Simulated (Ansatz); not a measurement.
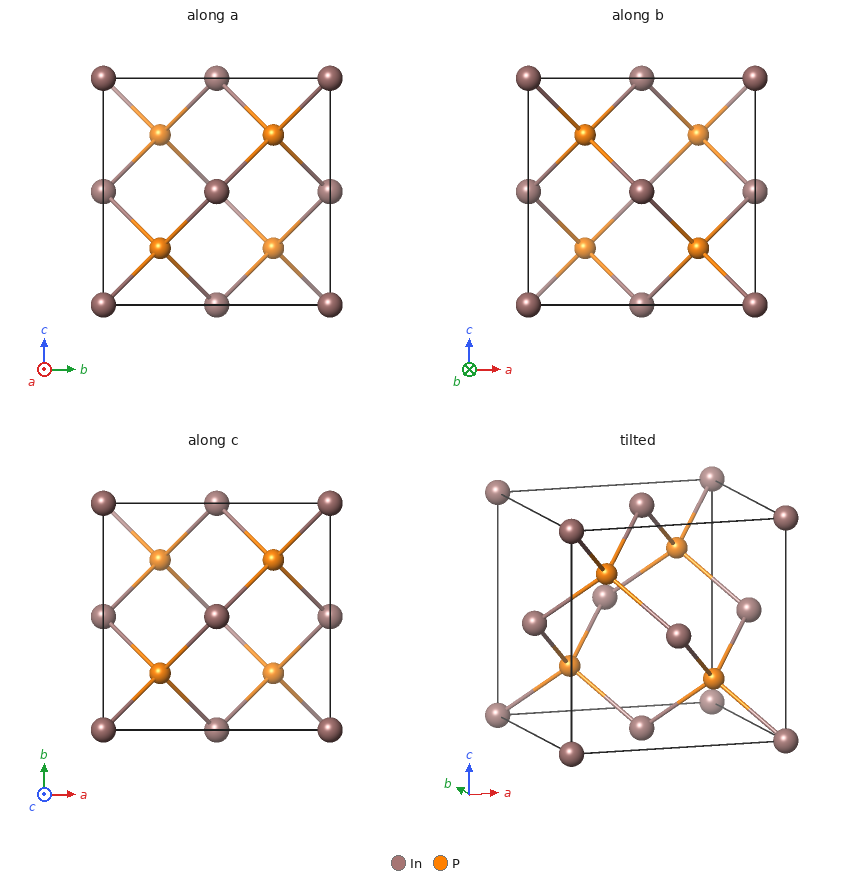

The figure gives a ball-and-stick picture of the atoms, viewed along the a axis, along the b axis, along the c axis and slightly off an axis. The conventional unit cell is outlined; an atom on or near a face, edge or corner is repeated at each equivalent position.

Lattice parameters: a = 5.9076 Å, b = 5.9076 Å, c = 5.9076 Å, α = 90.000°, β = 90.000°, γ = 90.000°.

Reconstruct the structure as a CIF with its space group and independent sites.

```cif
data_structure
_symmetry_space_group_name_H-M 'F -4 3 m'
_symmetry_Int_Tables_number 216
_cell_length_a 5.9076
_cell_length_b 5.9076
_cell_length_c 5.9076
_cell_angle_alpha 90.000
_cell_angle_beta 90.000
_cell_angle_gamma 90.000
_cell_volume 206.17
loop_
_atom_site_label
_atom_site_type_symbol
_atom_site_symmetry_multiplicity
_atom_site_Wyckoff_symbol
_atom_site_fract_x
_atom_site_fract_y
_atom_site_fract_z
_atom_site_occupancy
In1 In 4 a 0.0000 0.0000 0.0000 1
P1 P 4 d 0.2500 0.2500 0.7500 1
```

The initial geometry was a structure type filled with these elements by a generator (whether the compound takes this form wasn't checked). Earlier steps of the study may have refined or changed the cell and positions. A calculation with Ansatz used it as input.
